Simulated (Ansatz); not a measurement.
Structure (in its standard cell), the input geometry of an electronic-structure calculation (not necessarily at equilibrium); the starting structure was generated, so it need not be a known form of this composition:

```cif
data_structure
_symmetry_space_group_name_H-M 'Cmcm'
_symmetry_Int_Tables_number 63
_cell_length_a 2.6780
_cell_length_b 6.5426
_cell_length_c 3.6047
_cell_angle_alpha 90.000
_cell_angle_beta 90.000
_cell_angle_gamma 90.000
_cell_volume 63.16
loop_
_atom_site_label
_atom_site_type_symbol
_atom_site_symmetry_multiplicity
_atom_site_Wyckoff_symbol
_atom_site_fract_x
_atom_site_fract_y
_atom_site_fract_z
_atom_site_occupancy
Ir1 Ir 4 c 0.50000 0.14744 0.25000 1
```

What does the kinematic electron diffraction pattern along [201] look like at 200 kV (B = 0.5 Å²)?

Answer. The spots form a centred rectangular net whose two shortest vectors correspond to d = 3.27 Å and 1.46 Å, 77.1° apart. They are 0 2 0 and 1 1 -2. The pattern has symmetry 2mm. The lattice centring (C) removes all reflections that break h + k = 2n.

Strongest reflections with d > 0.80 Å, one of each family (|F|² from tabulated Gaussian fits of the electron scattering factors, times a small damping for the curvature of the Ewald sphere):

```
   hkl  d (Å)  I (strongest = 100)
 0 4 0  1.636                  100
1 3 -2  1.233                   65
1 1 -2  1.458                   40
 0 2 0  3.271                   32
 0 6 0  1.090                   30
 0 8 0  0.818                    4
```

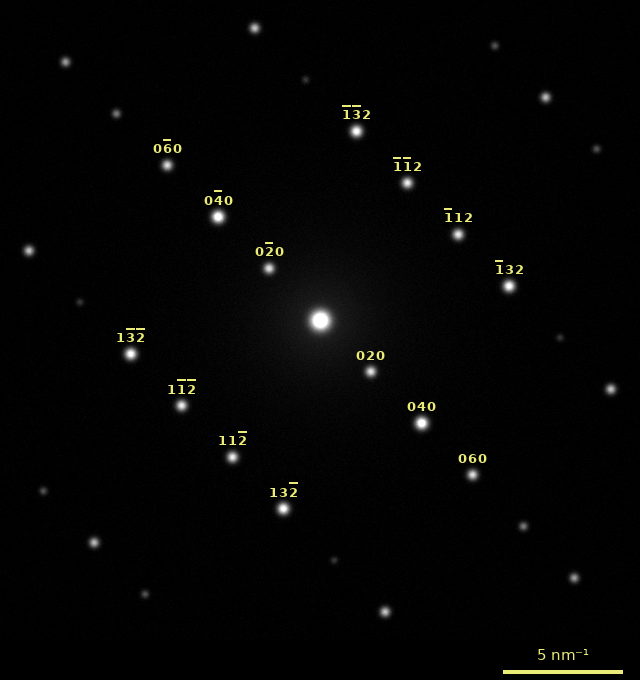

Calculated pattern, seen from the source side with [201] pointing towards the source.
